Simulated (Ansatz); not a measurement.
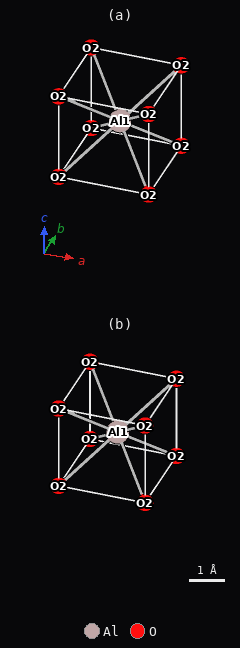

The structure of solid AlO (a generated structure, set up in Pm-3m) before (top) and after (bottom) a relaxation, at one scale.

Style: ball-and-stick. Shown: the cell of the calculation, from a free direction.

The run lets cell and atoms move.

Level of theory: Kohn-Sham DFT of a periodic cell, PBE, Ansatz PAW (Ansatz 0.2.0).

Input
```yaml
crystal:
  lattice:
    - [2.76919, 0.0, 0.0]
    - [0.0, 2.76919, 0.0]
    - [0.0, 0.0, 2.76919]
  atoms:
    - { symbol: Al, position: [0.5, 0.5, 0.5] }
    - { symbol: O, position: [0.0, 0.0, 0.0] }
hamiltonian:
  xc: pbe
  pseudopotentials: { kind: paw }
kpoints:
  mp_grid: { grid: [10, 10, 10] }
scf:
  occupations: { method: fermi_dirac, width: 0.05 }
output:
  forces: true
  stress: true
  eigenvalues: true
relax:
  f_tol: 0.01
  max_steps: 40
  cell: { stress_tol: 0.05, p_target: 20.0 }
```

Run as
```bash
ansatz run input.yaml --threads 2 --pin off --max-ram 5632MiB --backend cpu --events-out ev --progress --plain --runs-dir out
```

### What changed between the two?

Over 4 accepted moves (6 points after the start) the energy rises by 69.0 meV per atom. With the target pressure of 20 GPa, the enthalpy E + pV changes by −82.9 meV per atom. All forces vanish by symmetry, so only the cell relaxes. Pressure: 0.01 GPa at the start and 19.99 GPa at the end. At 2 points the geometry stayed and the basis and grid were re-selected for the new cell (energy shift of 2.5 meV per atom at most each time). The atoms keep their places relative to the cell (all moves are under 0.005 Å). The drawn cell changes as follows: a = b = c 2.769 → 2.659 Å (−4.0 %); the volume changes by −11.5 %. Near-neighbour distances that change, for instance: Al1–O2 2.398 → 2.303 Å. The space group stays Pm-3m (No. 221).
